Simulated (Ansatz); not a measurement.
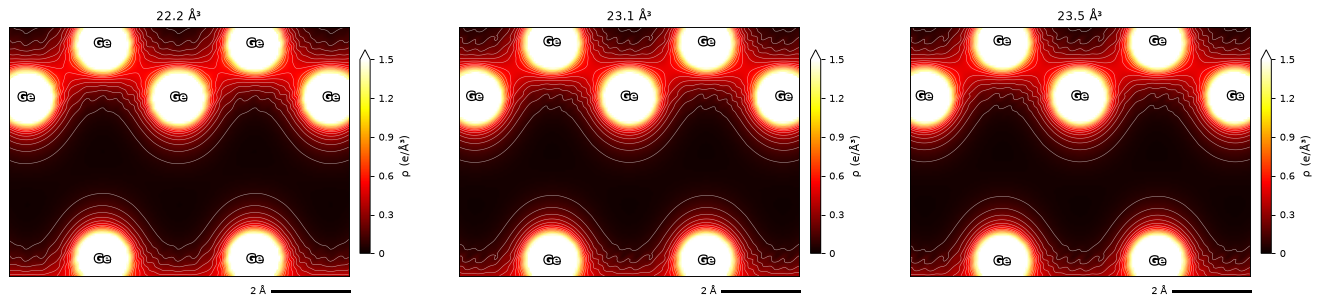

Ge. The valence pseudo-density of cells scaled evenly to different volumes (given per atom above each panel), on the (011̄) plane of each (indices in the axes of the cell below), at one length scale and on one colour scale.

The calculation used Kohn-Sham DFT of a periodic cell, r2SCAN, spin-orbit coupling, Ansatz PAW in Ansatz 0.2.0.

The largest cell:

```
Ge
1.0
     0.00000    2.88439    2.88439
     2.88439    0.00000    2.88439
     2.88439    2.88439    0.00000
Ge
2
Direct
  0.75000 0.75000 0.75000
  0.50000 0.50000 0.50000
```

| volume (Å³/atom) | Ge–Ge contact in the plane (Å) | ρ at its midpoint (e/Å³) | pressure (GPa) | 
| --- | --- | --- | --- |
| 22.19 | 2.433 | 0.532 | 2.2 | 
| 22.64 | 2.450 | ? | ? | 
| 23.09 | 2.466 | 0.507 | −0.8 | 
| 23.54 | 2.482 | 0.494 | −2.0 | 
| 24.00 | 2.498 | 0.483 | −3.1 | 

> Estimate the missing row, and compare with the calculation.

Over the known rows ln ρ falls by 1.49 per Å of Ge–Ge distance (a least-squares line), which gives 0.519 e/Å³ at 2.450 Å; the calculation gives 0.519 e/Å³. For the pressure, a straight line in volume between the neighbouring rows gives 0.7 GPa; the calculation gives 0.6.
